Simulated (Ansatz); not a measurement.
```cif
data_structure
_symmetry_space_group_name_H-M 'P 1'
_symmetry_Int_Tables_number 1
_cell_length_a 5.3961
_cell_length_b 5.3961
_cell_length_c 3.7868
_cell_angle_alpha 90.000
_cell_angle_beta 90.000
_cell_angle_gamma 90.000
_cell_volume 110.27
loop_
_atom_site_label
_atom_site_type_symbol
_atom_site_fract_x
_atom_site_fract_y
_atom_site_fract_z
_atom_site_occupancy
Pt1 Pt 0.50000 0.50000 0.50000 1
Pt2 Pt 0.00000 0.00000 0.00000 1
S1 S 0.69075 0.69075 0.00000 1
S2 S 0.80925 0.19075 0.50000 1
S3 S 0.30925 0.30925 0.00000 1
S4 S 0.19075 0.80925 0.50000 1
```

Space group P4₂/mnm; a structure from a database of computed crystals, not necessarily the ambient phase; started from the MgH2-136 prototype, which need not be the ambient phase.

Computed with DFT, r2SCAN+rVV10, plane waves, PAW in Ansatz 0.2.0.

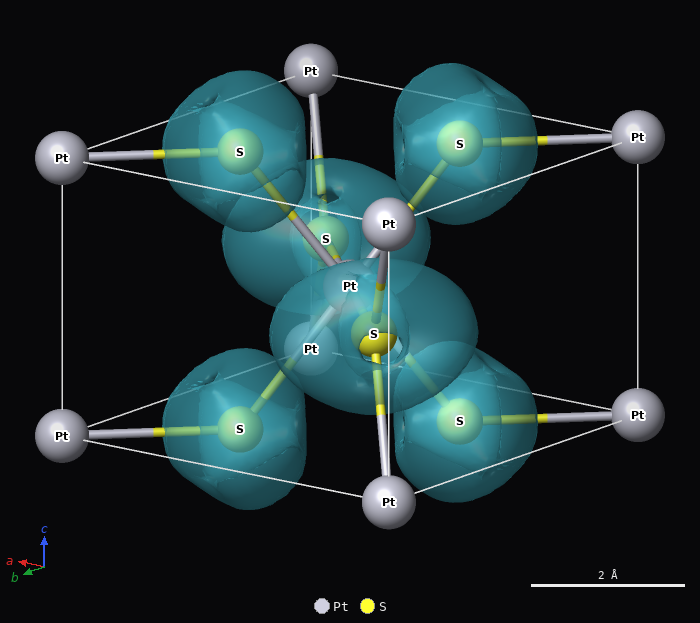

PtS₂. Isosurface of the ELF at 0.7 (cyan), seen at an oblique angle. Only the valence region is drawn (cores and ρ < 0.01 e/Å³ removed). Sticks mark near contacts.

Core electrons are frozen (PAW), and the valence fields are smoothed inside the atomic spheres.

### Where are the electrons localised?

The ELF exceeds this value in four regions wrapped around S (the valence shell of each), counted in one cell of 6 atoms. Any copies at cell faces, edges or corners count once. Profiles from the grid: Pt–S (2.36 Å): the ELF peaks at about 0.85 in the valence shell of S, 0.8 Å from its nucleus, and is about 0.40 at the midpoint.
